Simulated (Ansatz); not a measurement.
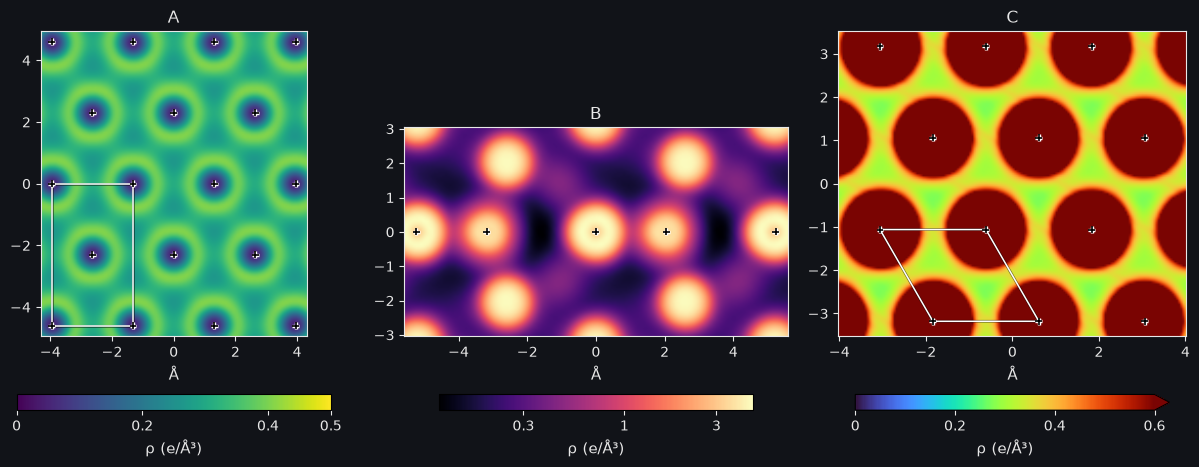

The valence electron density of 3 systems, each on a plane through atoms (crosses mark nuclei in the plane).

Computed with Kohn-Sham DFT of a periodic cell, PBE, Ansatz PAW in Ansatz 0.2.0.

System 1: Ni, the (001) plane of the conventional cell. Space group P6₃/mmc; a structure from a database of computed crystals, not necessarily the ambient phase; computed pressure about 7 GPa in this cell; spin-polarised.

System 2: Si, the (110) plane of the conventional cell. Space group I4/mmm; a structure from a database of computed crystals, not necessarily the ambient phase; computed pressure about 3 GPa in this cell.

```cif
data_structure
_symmetry_space_group_name_H-M 'P 1'
_symmetry_Int_Tables_number 1
_cell_length_a 3.2538
_cell_length_b 3.2538
_cell_length_c 2.6407
_cell_angle_alpha 90.000
_cell_angle_beta 90.000
_cell_angle_gamma 90.000
_cell_volume 27.96
loop_
_atom_site_label
_atom_site_type_symbol
_atom_site_fract_x
_atom_site_fract_y
_atom_site_fract_z
_atom_site_occupancy
Si1 Si 0.00000 0.00000 0.00000 1
Si2 Si 0.50000 0.50000 0.50000 1
```

System 3: TaN, the (011) plane of the conventional cell. Space group P-62m.

```
Ta N
1.0
     5.22759    0.00000    0.00000
    -2.61380    4.52723    0.00000
     0.00000    0.00000    2.92100
Ta N
3 3
Direct
  0.00000 0.00000 0.00000
  0.66667 0.33333 0.50000
  0.33333 0.66667 0.50000
  0.00000 0.39247 0.00000
  0.60753 0.60753 0.00000
  0.39247 0.00000 0.00000
```

Match each panel to its system.

Answer. Panel A is system 2, Si: the plane holds Si. Si–Si (2.64 Å): the density is about 0.31 e/Å³ at the midpoint. Panel B is system 3, TaN: the plane holds Ta and N. Ta–N (2.05 Å): ρ at the midpoint is about 0.85 e/Å³. Panel C is system 1, Ni: the plane holds Ni. Ni–Ni (2.45 Å): ρ is about 0.36 e/Å³ halfway.
